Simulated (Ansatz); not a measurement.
**CaF2: single-point calculation (part 1 of 2)**

CaF2 (slab, 36 atoms in the cell), computed with DFT PBE, scalar-relativistic, plane waves, PAW, no spin polarisation (Ansatz 0.2.0).

The structure derives from an entry of the Crystallography Open Database. It belongs to a series of runs on one base structure; here: the slab at its places in the relaxed adsorbed structure. Figures and captions count atoms from 1; the log counts them from 0 in places.

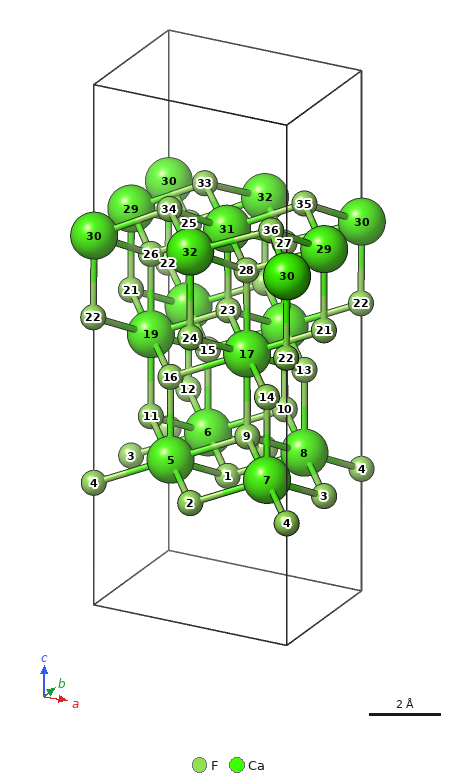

**Figure 1.** The structure as given in the input (ball-and-stick view of the cell of the calculation, with the vacuum cut short, seen slightly off an axis; atoms are numbered from 1 in the order of the input). An atom can appear more than once, as a periodic image. Near neighbours in the periodic cell (some may lie outside the picture): F has 3 Ca at 2.35 to 2.49 Å; Ca has 7 F at 2.35 to 2.49 Å; F has 4 Ca at 2.31 to 2.48 Å; Ca has 8 F at 2.31 to 2.41 Å.

The input:
```yaml
crystal:
  lattice:
    - [7.7929342664, 0.0, 0.0]
    - [-3.8964671332, 6.7488790447, 0.0]
    - [0.0, 0.0, 26.3468302299]
  atoms:
    - { symbol: F, position: [0.5, 0.5, 0.3036418396] }
    - { symbol: F, position: [0.5, 0.0, 0.3036418396] }
    - { symbol: F, position: [0.0, 0.5, 0.3036418396] }
    - { symbol: F, position: [0.0, 0.0, 0.3036418396] }
    - { symbol: Ca, position: [0.3333333333, 0.1666666667, 0.3338300261] }
    - { symbol: Ca, position: [0.3333333333, 0.6666666667, 0.3338300261] }
    - { symbol: Ca, position: [0.8333333333, 0.1666666667, 0.3338300261] }
    - { symbol: Ca, position: [0.8333333333, 0.6666666667, 0.3338300261] }
    - { symbol: F, position: [0.6666666667, 0.3333333333, 0.3640182125] }
    - { symbol: F, position: [0.6666666667, 0.8333333333, 0.3640182125] }
    - { symbol: F, position: [0.1666666667, 0.3333333333, 0.3640182125] }
    - { symbol: F, position: [0.1666666667, 0.8333333333, 0.3640182125] }
    - { symbol: F, position: [0.8333333333, 0.6666666667, 0.4243945854] }
    - { symbol: F, position: [0.8333333333, 0.1666666667, 0.4243945854] }
    - { symbol: F, position: [0.3333333333, 0.6666666667, 0.4243945854] }
    - { symbol: F, position: [0.3333333333, 0.1666666667, 0.4243945854] }
    - { symbol: Ca, position: [0.6660058735, 0.3320076419, 0.4547478931] }
    - { symbol: Ca, position: [0.6660017684, 0.8339941265, 0.4547478931] }
    - { symbol: Ca, position: [0.1666666667, 0.3333333333, 0.453775899] }
    - { symbol: Ca, position: [0.1679923581, 0.8339982316, 0.4547478931] }
    - { symbol: F, position: [-0.0015869395, 0.5015795887, 0.4848654597] }
    - { symbol: F, position: [-0.0015795887, -0.0031665282, 0.4848654597] }
    - { symbol: F, position: [0.5031665282, 0.5015869395, 0.4848654597] }
    - { symbol: F, position: [0.5, 0.0, 0.4847831783] }
    - { symbol: F, position: [0.1710397781, 0.8355112481, 0.5459518723] }
    - { symbol: F, position: [0.1666666667, 0.3333333333, 0.5415506642] }
    - { symbol: F, position: [0.6644887519, 0.83552853, 0.5459518723] }
    - { symbol: F, position: [0.66447147, 0.3289602219, 0.5459518723] }
    - { symbol: Ca, position: [0.0010585766, 0.4989832507, 0.5739329082] }
    - { symbol: Ca, position: [0.0010167493, 0.0020753258, 0.5739329082] }
    - { symbol: Ca, position: [0.4979246742, 0.4989414234, 0.5739329082] }
    - { symbol: Ca, position: [0.5, 0.0, 0.5787367053] }
    - { symbol: F, position: [0.3242066559, 0.64833071, 0.6071099986] }
    - { symbol: F, position: [0.3241240541, 0.1757933441, 0.6071099986] }
    - { symbol: F, position: [0.8333333333, 0.6666666667, 0.6063950089] }
    - { symbol: F, position: [0.85166929, 0.1758759459, 0.6071099986] }
basis:
  ecutwfc: 420
kpoints:
  mp_grid: { grid: [2, 2, 1] }
hamiltonian:
  xc: pbe
scf:
  occupations: { method: gaussian, width: 0.05 }
output:
  forces: true
  eigenvalues: true
  write_density: true
  volumetric_format: npy
efield:
  axis: 3
  dipole_correction: true
  ramp_width: 0.04
```

Hardware: 4 threads of Intel Xeon (Granite Rapids), 192 GiB of memory available, shared host.

Command:
```bash
ansatz run input.yaml --threads 4 --pin off --max-ram 10240MiB --backend cpu --events-out ev --progress --plain --runs-dir out
```

What the program printed:
```
Engine: ansatz 0.2.0, x86_64-unknown-linux-gnu
Pseudopotentials: kind: paw
Pseudopotential: F, paw, valence charge 7, recommended cutoff 420 eV (normal), F.paw.azcp
Pseudopotential: Ca, paw, valence charge 10, recommended cutoff 420 eV (normal), Ca.paw.azcp
Functional definition: PBE
  parameter kappa = 0.804
  parameter beta = 0.06672455060314922
  exchange = pbe_x(kappa = kappa, mu = beta*pi^2/3)
  correlation = pbe_c(beta = beta)
Crystal: 36 atoms, lattice volume = 1385.674 Å³
Basis set: ecut = 420 eV, 26987 PW (Γ), exchange–correlation on 108×108×360 points (8 copies of the dense FFT grid, shifted against one another)
Bands: 180, of which v1, the nominal top of the filled ones, is band 144 counted from 1 (143 counted from 0)
Symmetry: 3 space group operations
Space group: P3 (ITA 143), of the structure as read, at distance tolerance 1.1e-4 Å
k-points: 2 of 4
Non-local potential: F, projectors of the file, l = 0: 2, l = 1: 2, l = 2: 1
Non-local potential: Ca, projectors of the file, l = 0: 3, l = 1: 2, l = 2: 2
PAW form: soft (Blöchl's): semilocal exchange-correlation on the pseudo side does not see the compensation charge
PAW one-centre angular grid: F, 110 points (default); XC on 64 Gauss nodes
PAW one-centre angular grid: Ca, 110 points (default); XC on 64 Gauss nodes
Initial density: superposition of atomic densities (neutral atoms: chi_scale 0, normalization atom), corrected by the library's trained network
Initial wavefunctions: pseudopotential atomic-orbital guess
Functional: x = pbe(κ = 0.804, μ = 0.2195149727645171), c = pbe(β = 0.06672455060314922)
SCF iter   1: F=—  HF=-41275.182463 eV  |F-HF|=—  |Δ(HF+E_count)|=         —  Δρ=5.83e-4  dr2=7.68e-3  ethr=1.77e-3  p=-0.055 e·Å  D=-7.13e-3 V/Å  ΔV_dip=0.19 eV  dr2_dipole=2.47e-4  V_vac-E_F(+/−)=4.73/4.55 eV  ⟨swp⟩=13.0  Hψ=2096  notcnv=0  defer=25
efield: sawtooth ramp at fractional position 0.9354 (placed from the atoms, in the widest stretch of the axis that holds none; the zero of the levels goes with the place), width 0.0400; the density the first Hamiltonian is built on has a dipole p = -0.055 e·Å; the dipole correction subtracts the counter field D = -7.13e-3 V/Å, which shifts the + side's vacuum level by +0.19 eV against the − side's; the planar-averaged density in the ramp window peaks in size at 2.9e-6 e/Å³
preconditioner: auto → Resta (q_TF=auto, 2.100 Å⁻¹)  ε∞=1.9  [insulator: Δε(μ)=6.448 eV  Ē_g=17.505 eV  σ=0.050 eV  W_gap=1.00  n_scr=226 (ndim 8)  ℏωp=16.2 eV  f_vac=0.626  D(μ)=0.00/eV (n_scr^D=0)  ε∞_Penn≈1.9  vacuum switching on, ρ_ref=2.2e-2 e/Å³]
SCF iter   2: F=—  HF=-41275.186122 eV  |F-HF|=—  |Δ(HF+E_count)|=   3.66e-3  Δρ=3.86e-4  dr2=1.74e-3  ethr=2.67e-6  p=-0.074 e·Å  D=-9.61e-3 V/Å  ΔV_dip=0.25 eV  dr2_dipole=2.58e-5  V_vac-E_F(+/−)=4.80/4.55 eV  ⟨swp⟩=2.5  Hψ=716  notcnv=0  defer=56
SCF iter   3: F=—  HF=-41275.186785 eV  |F-HF|=—  |Δ(HF+E_count)|=   6.63e-4  Δρ=1.71e-4  dr2=4.36e-4  ethr=6.04e-7  p=-0.081 e·Å  D=-1.05e-2 V/Å  ΔV_dip=0.28 eV  dr2_dipole=3.51e-6  V_vac-E_F(+/−)=4.84/4.56 eV  ⟨swp⟩=2.0  Hψ=533  notcnv=0  defer=56
SCF iter   4: F=—  HF=-41275.187036 eV  |F-HF|=—  |Δ(HF+E_count)|=   2.52e-4  Δρ=3.45e-5  dr2=1.14e-5  ethr=1.51e-7  p=-0.085 e·Å  D=-1.11e-2 V/Å  ΔV_dip=0.29 eV  dr2_dipole=1.37e-8  V_vac-E_F(+/−)=4.86/4.56 eV  ⟨swp⟩=2.0  Hψ=532  notcnv=0  defer=56
SCF iter   5: F=—  HF=-41275.187398 eV  |F-HF|=—  |Δ(HF+E_count)|=   3.62e-4  Δρ=2.21e-5  dr2=3.77e-6  ethr=3.96e-9  p=-0.085 e·Å  D=-1.11e-2 V/Å  ΔV_dip=0.29 eV  dr2_dipole=2.89e-10  V_vac-E_F(+/−)=4.86/4.57 eV  ⟨swp⟩=2.5  Hψ=662  notcnv=0  defer=59
SCF iter   6: F=—  HF=-41275.187399 eV  |F-HF|=—  |Δ(HF+E_count)|=   4.75e-7  Δρ=8.15e-6  dr2=4.34e-7  ethr=1.31e-9  p=-0.085 e·Å  D=-1.11e-2 V/Å  ΔV_dip=0.29 eV  dr2_dipole=6.47e-13  V_vac-E_F(+/−)=4.86/4.57 eV  ⟨swp⟩=2.0  Hψ=565  notcnv=0  defer=59
SCF iter   7: F=-41275.187399 eV  HF=-41275.187399 eV  |F-HF|=4.62e-8  |Δ(HF+E_count)|=   4.56e-7  Δρ=1.96e-6  dr2=2.82e-8  ethr=3.47e-11  p=-0.085 e·Å  D=-1.11e-2 V/Å  ΔV_dip=0.29 eV  dr2_dipole=6.47e-13  V_vac-E_F(+/−)=4.86/4.57 eV  ⟨swp⟩=29.5  Hψ=2705  notcnv=0
SCF 1 converged in 7 iterations: F = -41275.187399 eV  dr2 = 2.82e-8
  greatest PAW one-centre occupation: 0.995 electrons in one spin orbital (limit 2), on the Ca atom at site 18 (counted from 0), in its partial waves of l = 0
SCF converged after 7 iterations
Free energy (F): -41275.187399 eV
Harris-Foulkes:  -41275.187399 eV  (|F-HF|=4.62e-8)
Internal energy: -41275.187399 eV  (E = F + TS)
E sigma→0 (E₀):  -41275.187399 eV
Fermi energy:    -0.645724 eV
Dipole field:    D = -0.011094 V/Å  (p = -0.084953 e·Å, saw-weighted, corrected)
Work function:   Φ+ = 4.8592 eV   Φ− = 4.5669 eV
Levels:          The Fermi level and band energies are counted from a zero that moves with the ramp; work functions are not
--- Per-component energies (eV) ---
  E_band       = -4347.693608
  E_kinetic    = 8301.675566
  E_local      = -283105.275718  (includes V_loc(G=0)·N_el)
  E_nonlocal   = 2518.357097
  E_hartree    = 137414.198690
  E_xc         = -3581.107468
  E_vxc        = -4532.831895  (∫ρ·V_xc dr)
  E_paw        = -15111.266117  (= ΣΔE_a)
  E_vpaw       = -2357.992129  (= ΣTr[D̂ρ^β])
  E_aug_tail   = 0.049138  (compensation charges beyond the density's cutoff)
  E_efield     = 0.000471  (sawtooth field / dipole correction)
  E_vefield    = -0.059388  (∫n·V_field dr)
  E_ewald      = 112288.180941
  E_smearing   = -0.000000  (= −TS)
  E_closure    = 0.000000  (closes the sum)
  Σ components = -41275.187399   (vs F -41275.187399, Δ=0.00e0)
--- Forces (eV/Å), atoms counted from 1 ---
  atom   1  F     -0.00763482    -0.00440808    -0.06771346
  atom   2  F     -0.00000000    -0.00000000    -0.06864212
  atom   3  F      0.00763492    -0.00440791    -0.06771346
  atom   4  F     -0.00000010     0.00881599    -0.06771346
  atom   5  Ca     0.01637887    -0.00945266     0.08547630
  atom   6  Ca    -0.00000319     0.01891085     0.08547630
  atom   7  Ca    -0.01637568    -0.00945819     0.08547630
  atom   8  Ca     0.00000000    -0.00000000     0.13766706
  atom   9  F      0.00000454    -0.01557531     0.05399581
  atom  10  F     -0.01349088     0.00778372     0.05399581
  atom  11  F     -0.00000000    -0.00000000     0.01118040
  atom  12  F      0.01348634     0.00779159     0.05399581
  atom  13  F     -0.00000000     0.00000000    -0.10045145
  atom  14  F      0.01605823     0.00921614    -0.06584343
  atom  15  F     -0.00004770    -0.01851491    -0.06584343
  atom  16  F     -0.01601053     0.00929876    -0.06584343
  atom  17  Ca    -0.00009049     0.03414167    -0.00293225
  atom  18  Ca     0.02961280    -0.01699247    -0.00293225
  atom  19  Ca     0.00000000     0.00000000     0.02887436
  atom  20  Ca    -0.02952231    -0.01714920    -0.00293225
  atom  21  F     -0.00554380     0.00331413    -0.02292432
  atom  22  F     -0.00009822    -0.00645814    -0.02292432
  atom  23  F      0.00564202     0.00314400    -0.02292432
  atom  24  F      0.00000000     0.00000000     0.12455032
  atom  25  F      0.10370277     0.05997056    -0.00659058
  atom  26  F      0.00000000     0.00000000    -0.02406163
  atom  27  F     -0.10378741     0.05982395    -0.00659058
  atom  28  F      0.00008464    -0.11979451    -0.00659058
  atom  29  Ca    -0.02474664     0.01379910     0.20907541
  atom  30  Ca     0.00042294    -0.02833077     0.20907541
  atom  31  Ca     0.02432369     0.01453166     0.20907541
  atom  32  Ca    -0.00000000     0.00000000    -0.29863054
  atom  33  F     -0.00083735     0.37489274    -0.06295938
  atom  34  F      0.32508531    -0.18672120    -0.06295938
  atom  35  F     -0.00000000     0.00000000    -0.16944006
  atom  36  F     -0.32424796    -0.18817154    -0.06295938
  max |Σ_I F_I| component: 2.01e-4 eV/Å
--- Band table (eV) ---
```
